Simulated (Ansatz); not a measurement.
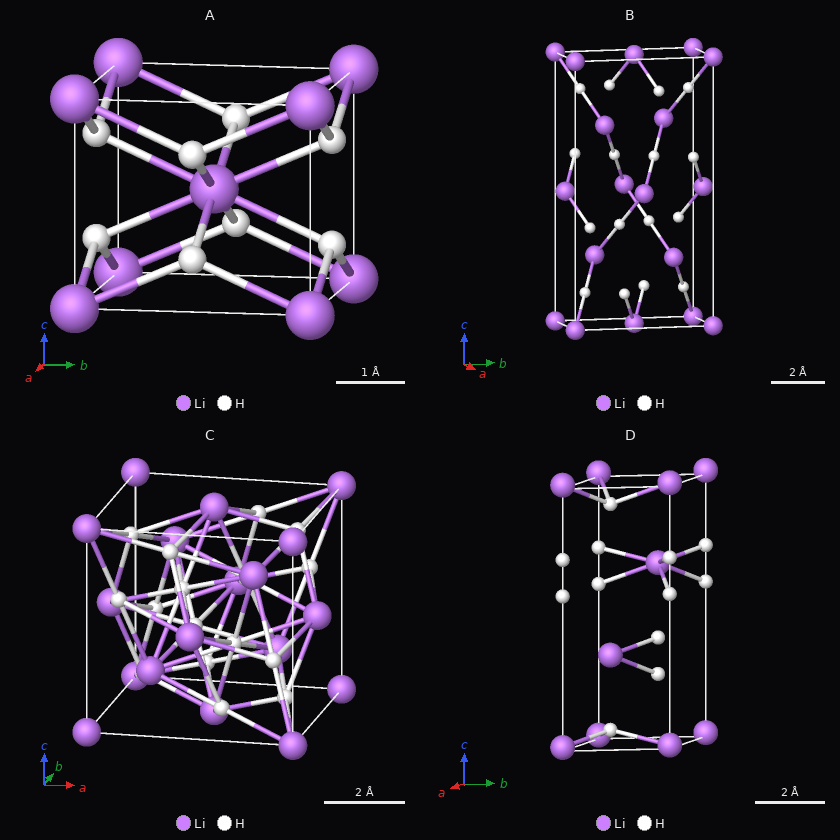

Four structures of LiH2, each relaxed to rest (conventional cells in solid outline, small ones repeated, each panel with its own scale). Method: Ansatz, DFT PBE, scalar-relativistic, plane waves, PAW, without spin polarisation.

**Name the structure in each panel.**

A: 6 atoms a cell on a body-centred tetragonal lattice, I4/mmm; B: 24 atoms a cell on a face-centred orthorhombic lattice, Fddd; C: cubic Laves phase (C15, MgCu₂ type), Fd-3m; D: 9 atoms a cell on a rhombohedral (trigonal R) lattice, R3m.

**Which of these is lowest in energy, and how far above it do the others lie?**

A, then B (+31 meV/atom), D (+54 meV/atom) and C (+449 meV/atom), energies at zero smearing.

**Collect the results in a table.**

| panel | structure | E − E(lowest) (meV/atom) | volume (Å³/atom) | gap (eV) |
| --- | --- | --- | --- | --- |
| A | I4/mmm | 0 | 6.6 | metal |
| B | Fddd | 31 | 6.8 | metal |
| D | R3m | 54 | 7.6 | metal |
| C | Fd-3m | 449 | 6.4 | metal |

Some of these may be structure types tried for this composition rather than known phases, and the most stable form need not be among them. Gaps are taken on the k-mesh or band path of each run.
